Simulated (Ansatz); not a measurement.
# B: what the fields show

```
B
1.0
     1.62441    0.00000    0.00000
     0.00000    2.86615    0.00000
     0.00000    0.00000    3.92127
B
2
Cartesian
  0.0000 0.0000 3.4932
  0.8122 1.4331 0.4281
```

Space group Pmmn; a structure generated by program, which may or may not match a known phase.

All numbers below come from Ansatz, DFT PBE, scalar-relativistic, plane waves, PAW.

The density is the valence pseudo-density of a PAW calculation; it isn't the true density close to the nuclei.

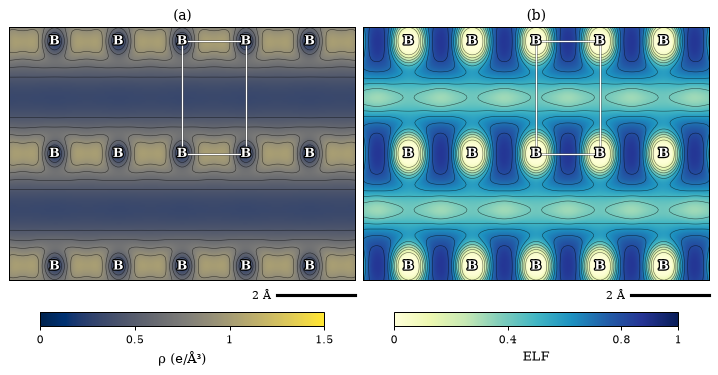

Figure 1. (a) valence electron density; (b) ELF on the (001) plane of the conventional cell.

What do the fields say about this system?

Answer.
- The plane passes through B nuclei.
- Atoms just off the plane (B, 0.9 Å away) can leave unmarked features too.
- B–B (1.62 Å): ρ at the midpoint is about 1 e/Å³; the ELF peaks at about 0.85 between the atoms.
- Between the atoms the lowest density in this plane is 0.32 e/Å³.

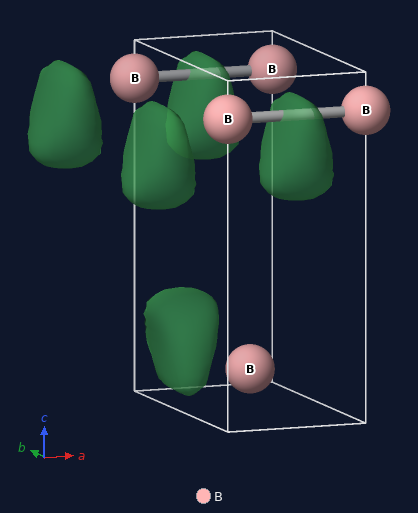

Figure 2. Isosurface of the electron localisation function at 0.8 (green), seen slightly off an axis. Only the valence region is drawn (cores and ρ < 0.01 e/Å³ removed). Sticks mark near contacts.

Identify the bonds, lone pairs and shells in this picture.

Answer. The surface consists of two regions between bonded B–B atoms, counted in one cell of 2 atoms. Any copies at cell faces, edges or corners count once. Along the contacts the grid gives the following. B–B (1.86 Å): the ELF peaks at about 0.75 between the atoms.

Does the calculation make it a metal, or give it a gap?

Answer. It is gapless in this calculation (a metal or semimetal).
